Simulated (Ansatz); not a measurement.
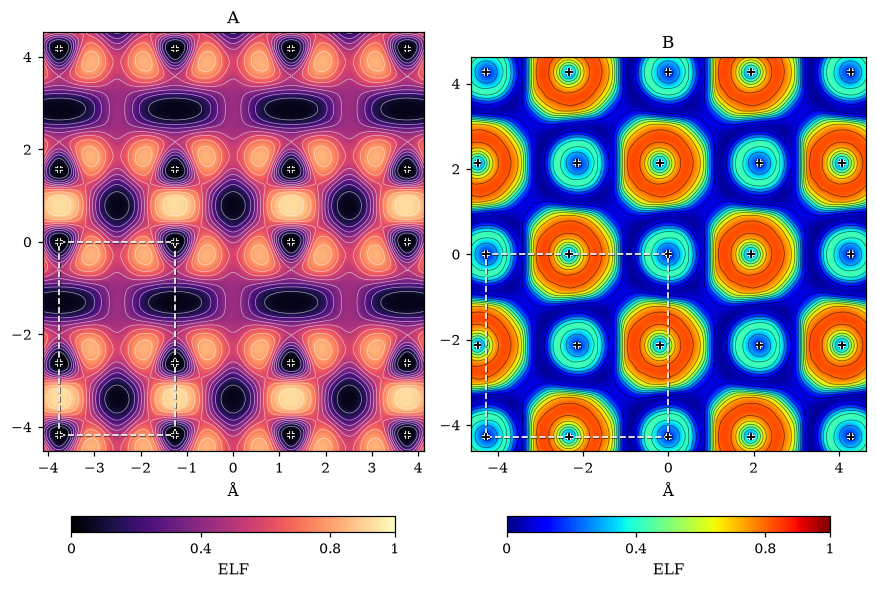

The ELF of 2 systems, each on a plane through atoms (crosses mark nuclei in the plane).

Theory: DFT PBE, scalar-relativistic, plane waves, PAW in Ansatz.

System 1: C, the (100) plane of the conventional cell. Space group P6₃/mmc.

```
CELL_PARAMETERS angstrom
2.51156 0.00000 0.00000
-1.25578 2.17508 0.00000
0.00000 0.00000 4.18036
ATOMIC_POSITIONS crystal
C 0.33333 0.66667 0.06273
C 0.66667 0.33333 0.56273
C 0.33333 0.66667 0.43727
C 0.66667 0.33333 0.93727
```

System 2: MgO, the (001) plane of the conventional cell. Space group Cm; changed on purpose from its base cell (atom 2 (O) moved by (-0.200, -0.100) A along x and y); not relaxed (largest force 1.2 eV/Å); computed pressure about 3 GPa in this cell.

```
CELL_PARAMETERS angstrom
4.27030 0.00000 0.00000
0.00000 0.00000 -4.27030
-2.13515 2.13515 0.00000
ATOMIC_POSITIONS crystal
Mg 0.50000 0.50000 0.00000
Mg 0.00000 0.00000 0.00000
O 0.92975 0.50000 0.95316
O 0.42975 0.00000 0.95316
```

Match each panel to its system.

Panel A is system 1, C: the plane holds C. C–C (1.57 Å): the ELF peaks at about 0.95 between the atoms; a covalent bond. Panel B is system 2, MgO: the plane holds Mg and O. Mg–O (1.94 Å): the ELF peaks at about 0.85 in the valence shell of O, 0.6 Å from its nucleus, and is about 0.35 at the midpoint: a closed-shell, largely ionic contact.
